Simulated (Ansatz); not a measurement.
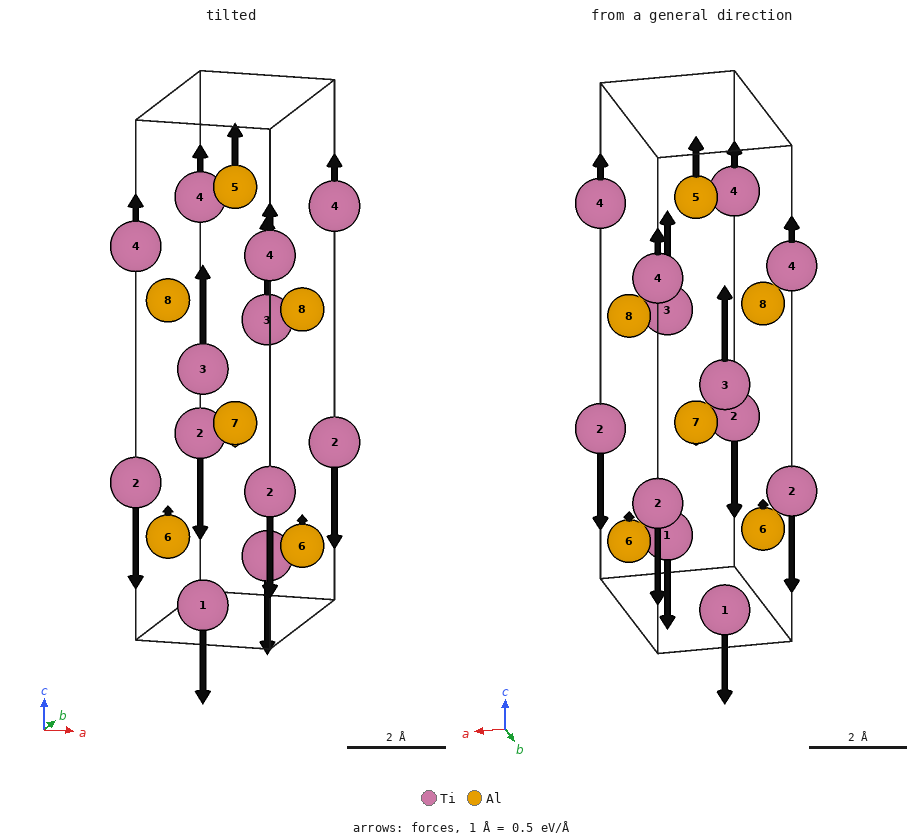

Figure: spheres-only view slightly off an axis and from a general direction. Atoms at the boundary of the simulation cell (the box) are drawn once for each face, edge or corner they touch. The arrows are the computed forces on the atoms.

System: TiAl. Calculation details: DFT r2SCAN, scalar-relativistic, plane waves, PAW (Ansatz); a kinetic-energy cutoff of 500 eV, a 20×13×6 k-point mesh, Gaussian smearing of 0.15 eV, no spin polarisation.

**Do the forces show a relaxed structure?**

No. The atoms still feel forces of up to about 0.88 eV/Å, far above a usual threshold of 0.01 to 0.03 eV/Å.

It goes back to a structure listed in the Materials Project. The cell was then strained or its atoms displaced on purpose. It went into a calculation with Ansatz.
